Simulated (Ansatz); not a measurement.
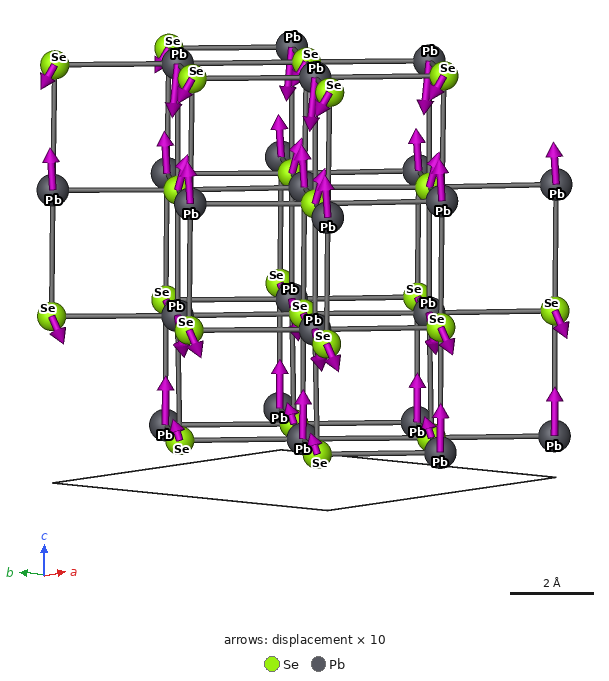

This is a relaxation of a slab of composition Se₄Pb₄. The starting structure is drawn; purple arrows show the displacements, magnified 10 times.

Style: ball-and-stick. Shown: the 2 × 2 repeat of the cell, outlined in the plane, without the vacuum, from a free direction.

Method: DFT, PBEsol, PAW, plane waves (Ansatz).

Input file:
```yaml
crystal:
  lattice:
    - [3.050000, 3.050000, 0.000000]
    - [-3.050000, 3.050000, 0.000000]
    - [0.000000, 0.000000, 22.150000]
  atoms:
    - { symbol: Se, position: [0.503640, 0.493703, 0.293381] }
    - { symbol: Se, position: [0.500002, 0.505299, 0.568272] }
    - { symbol: Se, position: [0.000838, 0.008131, 0.430952] }
    - { symbol: Se, position: [0.009730, 0.992995, 0.707219] }
    - { symbol: Pb, position: [0.988903, 0.001638, 0.293831] }
    - { symbol: Pb, position: [0.999226, 0.998154, 0.569793] }
    - { symbol: Pb, position: [0.490804, 0.499526, 0.430510] }
    - { symbol: Pb, position: [0.501018, 0.507344, 0.706896] }
kpoints:
  mp_grid: { grid: [6, 6, 1] }
hamiltonian:
  xc: pbesol
scf:
  occupations: { method: fermi_dirac, width: 0.01 }
relax:
  f_tol: 0.03
  max_steps: 80
  escape_saddle: false
  adjacent_minimum: "off"
output:
  forces: true
  eigenvalues: true
  populations: true
```

Run as
```bash
ansatz run in.yaml --threads 8 --pin off --max-ram 118750MiB --runs-dir r --events-out ev --progress --plain --backend cuda --devices 0, --max-vram 170GiB
```

What did the optimiser do to the structure, and how much energy did it gain?

Pb8 moves most relative to the layer's centre: 0.13 Å at 9° to the normal (−c side). By element the largest moves are Pb 0.13 Å, Se 0.09 Å. The cell stays as it was. Near-neighbour distances that change, for instance: Se2–Pb8 3.071 → 2.851 Å, Se2–Pb7 3.052 → 3.246 Å, Se3–Pb5 3.038 → 2.851 Å, Se3–Pb6 3.076 → 3.246 Å. Among the angles between lasting bonds that change: Se4–Pb8–Se4 179.3° → 177.1°, Pb8–Se4–Pb8 179.3° → 177.1°, Se2–Pb8–Se4 90.2° → 92.3°. After 3 geometry steps the energy has fallen by 0.157 eV per cell of the calculation. The largest force component goes from 0.47 to 0.024 eV/Å.
